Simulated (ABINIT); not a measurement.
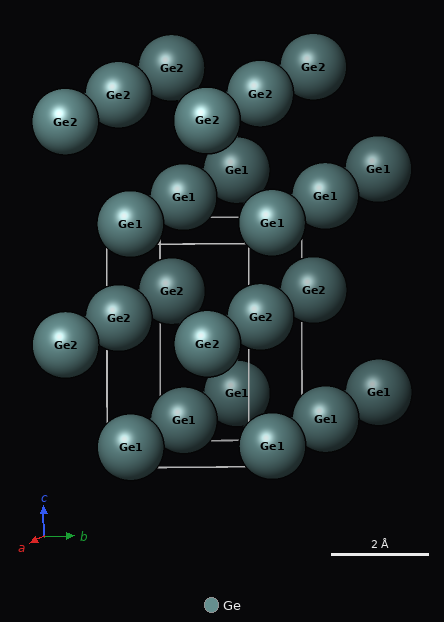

Fig. 1: The input geometry (spheres-only view of the cell of the calculation, repeated 3 × 2 × 2, seen slightly off an axis; atoms are numbered from 1 in the order of the input). An atom can appear more than once, as a periodic image.

# Single-point calculation of Ge

Ge (P-1, 2 atoms in the cell), computed with Kohn-Sham DFT of a periodic cell, r2SCAN, Ansatz PAW PBE default generated set, frozen core, no spin polarisation (ABINIT 10.8.3).

The structure derives from a Materials Project entry.

## Log
```
.Version 10.8.3 of ABINIT
 Symmetries : space group P-1 (#  2); Bravais aP (primitive triclinic)
================================================================================
 Values of the parameters that define the memory need of the present run
     intxc =       0    ionmov =       0      iscf =      17    lmnmax =      30
     lnmax =       8     mgfft =      36  mpssoang =       4    mqgrid =    3001
     natom =       2  nloc_mem =       2    nspden =       1   nspinor =       1
    nsppol =       1      nsym =       2    n1xccc =       1    ntypat =       1
    occopt =       3   xclevel =       2
       mpw =         913          nfft =       20736          nkpt =         132
 PAW method is used; the additional fine FFT grid is defined by:
   mgfftf=        50    nfftf =     51200
================================================================================
================================================================================

--------------------------------------------------------------------------------
------------- Echo of variables that govern the present computation ------------
--------------------------------------------------------------------------------
 -outvars: echo values of preprocessed input variables --------
            acell      5.6568137786E+00  5.6269535951E+00  8.9516020628E+00 Bohr
              amu      7.26100000E+01
          chkprim           0
      chksymtnons           0
             ecut      1.80000000E+01 Hartree
                       outvar_i_n : Printing only first  50 k-points.
              ixc     -497498
                       outvar_i_n : Printing only first  50 k-points.
         kptrlatt        8    0    0      0    8    0      0    0    4
          kptrlen      3.58064082E+01
            natom           2
            nband          18
            ngfft          24      24      36
          ngfftdg          32      32      50
             nkpt         132
            nstep         100
             nsym           2
           ntypat           1
                       prtocc : prtvol=0, do not print more k-points.
           occopt           3
        pawecutdg      3.60000000E+01 Hartree
         pawxcdev           0
           prtden           0
        prtebands           0
           prteig           0
          prtkden           1
            prtwf           0
            rprim      5.0037733370E-01 -8.6580534000E-01  1.9071596000E-03
                       4.9763444650E-01  8.6730379220E-01 -1.2003738800E-02
                      -1.0071809800E-02 -7.9721615000E-03  9.9991749820E-01
          spgroup           2
           tolsym      1.00000000E-06
           tolvrs      1.00000000E-07
           tsmear      1.83746611E-03 Hartree
            typat      1  1
          usekden           1
           useylm           1
                       outvars : Printing only first  50 k-points.
           xangst      1.4752163212E+00  8.4774377099E-01  1.1622272796E+00
                       1.4567156790E+00 -8.9472677103E-01  3.5443317202E+00
            xcart      2.7877548235E+00  1.6020035521E+00  2.1962912545E+00
                       2.7527936766E+00 -1.6907885548E+00  6.6978162505E+00
             xred      3.3344663000E-01  6.6655337000E-01  2.5000000000E-01
                       6.6655337000E-01  3.3344663000E-01  7.5000000000E-01
            znucl       32.00000

================================================================================

 chkinp: Checking input parameters for consistency.

================================================================================
== DATASET  1 ==================================================================

--- !DatasetInfo
iteration_state: {dtset: 1, }
dimensions: {natom: 2, nkpt: 132, mband: 18, nsppol: 1, nspinor: 1, nspden: 1, mpw: 913, }
cutoff_energies: {ecut:  18.0, pawecutdg:  36.0, }
electrons: {nelect:   2.80000000E+01, charge:   0.00000000E+00, occopt:   3.00000000E+00, tsmear:   1.83746611E-03, }
meta: {optdriver: 0, ionmov: 0, optcell: 0, iscf: 17, paral_kgb: 0, }
...

 Real(R)+Recip(G) space primitive vectors, cartesian coordinates (Bohr,Bohr^-1):
 R(1)=  2.8305414 -4.8976996  0.0107884  G(1)=  0.1772927 -0.1017121  0.0009749
 R(2)=  2.8001659  4.8802782 -0.0675445  G(2)=  0.1779421  0.1028443  0.0026123
 R(3)= -0.0901588 -0.0713636  8.9508635  G(3)=  0.0011291  0.0008987  0.1117396
 Unit cell volume ucvol=  2.4636029E+02 bohr^3
 Angles (23,13,12)=  9.13711681E+01  8.97840152E+01  1.20128045E+02 degrees

 Coarse grid specifications (used for wave-functions):

 getcut: wavevector=  0.0000  0.0000  0.0000  ngfft=  24  24  36
         ecut(hartree)=     18.000   => boxcut(ratio)=   2.10642

 Fine grid specifications (used for densities):

 getcut: wavevector=  0.0000  0.0000  0.0000  ngfft=  32  32  50
         ecut(hartree)=     36.000   => boxcut(ratio)=   2.06870

--- Pseudopotential description ------------------------------------------------
- pspini: atom type   1  psp file is ./Ge.GGA_PBE-ansatz.xml
 Pseudopotential format is: paw10
 basis_size (lnmax)=  8 (lmn_size= 30), orbitals=   0   0   1   1   2   2   2   3
 Spheres core radius: rc_sph= 2.63805767
 Shapefunction is NUMERIC type: directly read from atomic data file
 Radius for shape functions =  2.63805767
 Compensation charge density is not taken into account in XC energy/potential

   1.41280423E+03                                ecore*ucvol(ha*bohr**3)
--------------------------------------------------------------------------------

================================================================================

--- !BeginCycle
iteration_state: {dtset: 1, }
solver: {iscf: 17, nstep: 100, nline: 4, wfoptalg: 10, }
tolerances: {tolvrs: 1.00E-07, }
...

     iter   Etot(hartree)      deltaE(h)  residm     nres2
 ETOT  1  -176.39518850704    -1.764E+02 1.204E+00 4.724E-01
 ETOT  2  -176.84061834550    -4.454E-01 2.405E-01 2.853E-02
 ETOT  3  -176.84192270548    -1.304E-03 7.695E-02 2.038E-02
 ETOT  4  -176.84194522310    -2.252E-05 6.721E-03 3.879E-03
 ETOT  5  -176.84196324468    -1.802E-05 1.154E-03 1.959E-04
 ETOT  6  -176.84196416401    -9.193E-07 3.091E-04 9.010E-06
 ETOT  7  -176.84196417371    -9.695E-09 1.614E-04 3.252E-07
 ETOT  8  -176.84196417571    -2.002E-09 4.819E-04 2.408E-08

 At SCF step    8       nres2   =  2.41E-08 < tolvrs=  1.00E-07 =>converged.

Result for kinetic energy density :

--------------------------------------------------------------------------------
 Total kinetic energy density [Ha/Bohr^3]
)     Maximum=    2.1893E-01  at reduced coord.    0.6563    0.2813    0.8200
)     Minimum=    5.7896E-03  at reduced coord.    0.0000    0.0000    0.5000
   Integrated=    8.0933E+00
--------------------------------------------------------------------------------

 Cartesian components of stress tensor (hartree/bohr^3)
  sigma(1 1)=  4.86662839E-05  sigma(3 2)= -2.55509960E-05
  sigma(2 2)=  3.84611360E-05  sigma(3 1)= -3.24207217E-05
  sigma(3 3)= -2.63616166E-04  sigma(2 1)=  1.46535856E-05

--- !ResultsGS
iteration_state: {dtset: 1, }
comment   : Summary of ground state results
lattice_vectors:
- [  2.8305414,  -4.8976996,   0.0107884, ]
- [  2.8001659,   4.8802782,  -0.0675445, ]
- [ -0.0901588,  -0.0713636,   8.9508635, ]
lattice_lengths: [   5.65681,    5.62695,    8.95160, ]
lattice_angles: [ 91.371,  89.784, 120.128, ] # degrees, (23, 13, 12)
lattice_volume:   2.4636029E+02
convergence: {deltae: -2.002E-09, res2:  2.408E-08, residm:  4.819E-04, diffor: null, }
etotal    :  -1.76841964E+02
entropy   :   0.00000000E+00
fermie    :   2.23544879E-01
cartesian_stress_tensor: # hartree/bohr^3
- [  4.86662839E-05,   1.46535856E-05,  -3.24207217E-05, ]
- [  1.46535856E-05,   3.84611360E-05,  -2.55509960E-05, ]
- [ -3.24207217E-05,  -2.55509960E-05,  -2.63616166E-04, ]
pressure_GPa:   1.7308E+00
xred      :
- [  3.3345E-01,   6.6655E-01,   2.5000E-01, Ge]
- [  6.6655E-01,   3.3345E-01,   7.5000E-01, Ge]
cartesian_forces: # hartree/bohr
- [  3.40571669E-04,   9.54380868E-05,   2.26455734E-04, ]
- [ -3.40571669E-04,  -9.54380868E-05,  -2.26455734E-04, ]
force_length_stats: {min:   4.19975821E-04, max:   4.19975821E-04, mean:   4.19975821E-04, }
...

 Integrated electronic density in atomic spheres:
 ------------------------------------------------
 Atom  Sphere_radius  Integrated_density
    1        2.63806         12.95829713
    2        2.63806         12.95829713

================================================================================

 ----iterations are completed or convergence reached----

 Mean square residual over all n,k,spin=   25.760E-08; max=  48.189E-05
 reduced coordinates (array xred) for    2 atoms
       0.333446630000      0.666553370000      0.250000000000
       0.666553370000      0.333446630000      0.750000000000
 rms dE/dt=  1.4351E-03; max dE/dt=  1.9895E-03; dE/dt below (all hartree)
    1      -0.000499018237     -0.001404125767     -0.001989458023
    2       0.000499018237      0.001404125767      0.001989458023

 cartesian coordinates (angstrom) at end:
    1      1.47521632118994     0.84774377099280     1.16222727960565
    2      1.45671567899287    -0.89472677103039     3.54433172018960

 cartesian forces (hartree/bohr) at end:
    1      0.00034057166945     0.00009543808681     0.00022645573417
    2     -0.00034057166945    -0.00009543808681    -0.00022645573417
 frms,max,avg= 2.4247315E-04 3.4057167E-04   0.000E+00  0.000E+00  0.000E+00 h/b

 cartesian forces (eV/Angstrom) at end:
    1      0.01751289937880     0.00490762374303     0.01164482205061
    2     -0.01751289937880    -0.00490762374303    -0.01164482205061
 frms,max,avg= 1.2468471E-02 1.7512899E-02   0.000E+00  0.000E+00  0.000E+00 e/A
 length scales=  5.656813778550  5.626953595071  8.951602062814 bohr
              =  2.993456935900  2.977655607300  4.736983809500 angstroms
 Fermi (or HOMO) energy (hartree) =   0.22354   Average Vxc (hartree)=  -0.41960
 Eigenvalues (hartree) for nkpt= 132  k points:
 kpt#   1, nband= 18, wtk=  0.00391, kpt=  0.0000  0.0000  0.0000 (reduced coord)
  -0.71921   -0.71894   -0.71879   -0.71873   -0.71858   -0.71845   -0.71788   -0.71782
  -0.71500   -0.71497   -0.30268   -0.07309   -0.00088    0.47246    0.47699    0.55283
   0.55728    0.60651
      occupation numbers for kpt#   1
   2.00000    2.00000    2.00000    2.00000    2.00000    2.00000    2.00000    2.00000
   2.00000    2.00000    2.00000    2.00000    2.00000    0.00000    0.00000    0.00000
   0.00000    0.00000
 prteigrs : prtvol=0 or 1, do not print more k-points.

--- !EnergyTerms
iteration_state     : {dtset: 1, }
comment             : Components of total free energy in Hartree
kinetic             :  8.09326387540793E+00
hartree             :  6.77128303280888E+01
xc                  : -5.07946005941027E+00
Ewald energy        : -1.13753315466907E+02
psp_core            :  5.73470755291662E+00
local_psp           : -1.60237146458862E+02
PAW spherical_terms :  2.06874366152978E+01
internal            : -1.76841683613469E+02
'-kT*entropy'       : -2.69877575959157E-04
total_energy        : -1.76841953491045E+02
total_energy_eV     : -4.81211470093864E+03
...

--- !EnergyTermsDC
iteration_state     : {dtset: 1, }
comment             : '"Double-counting" decomposition of free energy'
band_energy         : -1.42862778871286E+01
Ewald energy        : -1.13753315466907E+02
psp_core            :  5.73470755291662E+00
xc_dc               : -6.80702279134902E+01
PAW spherical_terms :  1.35334194164752E+01
internal            : -1.76841694298134E+02
'-kT*entropy'       : -2.69877575959157E-04
total_energy_dc     : -1.76841964175710E+02
total_energy_dc_eV  : -4.81211499168319E+03
...

--- !EnergyTermsWithPAWCore
iteration_state     : {dtset: 1, }
comment             : 'Components of total free energy, including PAW core contributions'
Total energy        : -4.15028779385067E+03
Total energy DC     : -4.15028780453533E+03
Total energy (eV)   : -1.12935084190451E+05
Total energy DC (eV): -1.12935084481195E+05
...

 Cartesian components of stress tensor (hartree/bohr^3)
  sigma(1 1)=  4.86662839E-05  sigma(3 2)= -2.55509960E-05
  sigma(2 2)=  3.84611360E-05  sigma(3 1)= -3.24207217E-05
  sigma(3 3)= -2.63616166E-04  sigma(2 1)=  1.46535856E-05

-Cartesian components of stress tensor (GPa)         [Pressure=  1.7308E+00 GPa]
- sigma(1 1)=  1.43181151E+00  sigma(3 2)= -7.51736256E-01
- sigma(2 2)=  1.13156569E+00  sigma(3 1)= -9.53850564E-01
- sigma(3 3)= -7.75585539E+00  sigma(2 1)=  4.31123374E-01

== END DATASET(S) ==============================================================
================================================================================

 -outvars: echo values of variables after computation  --------
            acell      5.6568137786E+00  5.6269535951E+00  8.9516020628E+00 Bohr
           etotal     -1.7684196418E+02
            fcart      3.4057166945E-04  9.5438086809E-05  2.2645573417E-04
                      -3.4057166945E-04 -9.5438086809E-05 -2.2645573417E-04
            rprim      5.0037733370E-01 -8.6580534000E-01  1.9071596000E-03
                       4.9763444650E-01  8.6730379220E-01 -1.2003738800E-02
                      -1.0071809800E-02 -7.9721615000E-03  9.9991749820E-01
           strten      4.8666283930E-05  3.8461136001E-05 -2.6361616643E-04
                      -2.5550996017E-05 -3.2420721714E-05  1.4653585628E-05
           xangst      1.4752163212E+00  8.4774377099E-01  1.1622272796E+00
                       1.4567156790E+00 -8.9472677103E-01  3.5443317202E+00
             xred      3.3344663000E-01  6.6655337000E-01  2.5000000000E-01
                       6.6655337000E-01  3.3344663000E-01  7.5000000000E-01
 Calculation completed.
```

This output came from the following input.

## Input file
```
pp_dirpath "./"
pseudos "Ge.GGA_PBE-ansatz.xml"

acell 2.9934569359 2.9776556073 4.7369838095 Angstrom
rprim
     0.5003773337    -0.8658053400     0.0019071596
     0.4976344465     0.8673037922    -0.0120037388
    -0.0100718098    -0.0079721615     0.9999174982
ntypat 1
znucl 32
natom 2
typat 1 1
xred
     0.3334466300     0.6665533700     0.2500000000
     0.6665533700     0.3334466300     0.7500000000
chkprim 0
chksymtnons 0
tolsym 1.0e-6

ecut 18.0
pawecutdg 36.0

kptopt 1
ngkpt 8 8 4
nshiftk 1
shiftk 0.0 0.0 0.0

ixc -497498
usekden 1
pawxcdev 0

nband 18
occopt 3
tsmear 0.05 eV

nstep 100
tolvrs 1.0e-7

iomode 3
prtwf 0
prtden 0
prteig 0
prtebands 0
```

Launched with:
```bash
abinit run.abi > log 2>&1
```

## Key numbers

```csv
quantity,value
outcome,converged
space group (tolerance 0.01 Å),P-1 (2)
electrons treated,28
free energy,−4812.1150 eV
Fermi energy,6.083 eV
gap on the k-point mesh,none (metallic)
pressure,1.73 GPa
largest force (length of the vector),0.022 eV/Å
hardware,"1 thread of Arm Neoverse V2, 112 GiB of memory available, shared host"
wall time,2.9 min
peak memory,0.33 GiB
```
